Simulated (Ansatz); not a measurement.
ZrS₂ (space group P-3m1, No. 164). Coordinates: the input geometry of an electronic-structure calculation (not necessarily at equilibrium); the starting structure was generated, so it need not be a known form of this composition.

```xyz
3
Lattice="3.6744 0.0000 0.0000 -1.8372 3.1821 0.0000 0.0000 0.0000 5.8569" Properties=species:S:1:pos:R:3 pbc="T T T"
Zr    0.0000    0.0000    0.0000
S     0.0000    2.1214    1.4421
S     1.8372    1.0607    4.4147
```

Describe how the polyhedra about Zr are linked (bonds: S–Zr below 2.9 Å).

Zr: ZrS6 octahedron, sharing edges with six neighbours.

They form layers of edge-sharing octahedra parallel to (001).

Centre to centre across a shared edge: 3.67 Å.

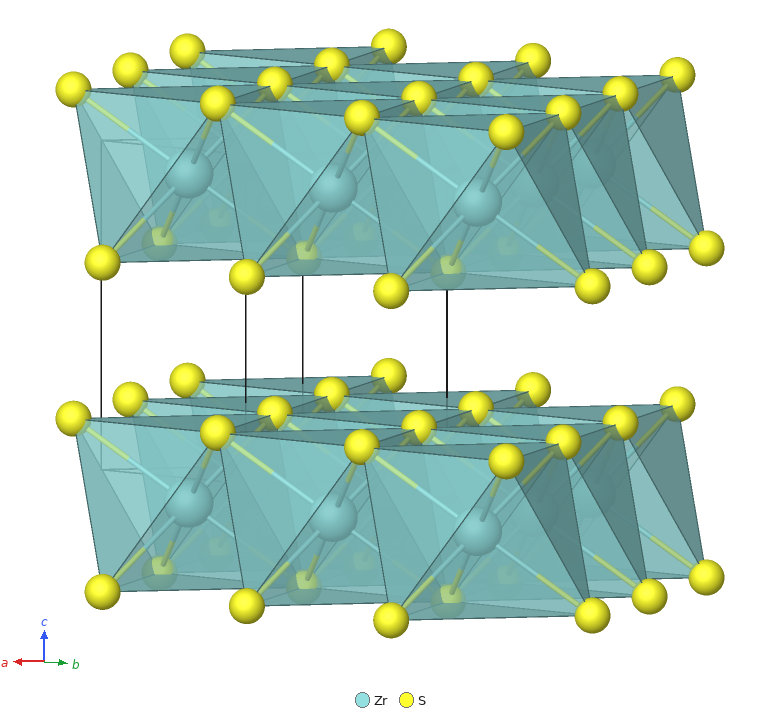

Polyhedra are drawn about Zr (bonds: S–Zr below 2.9 Å); other atoms are plain spheres.
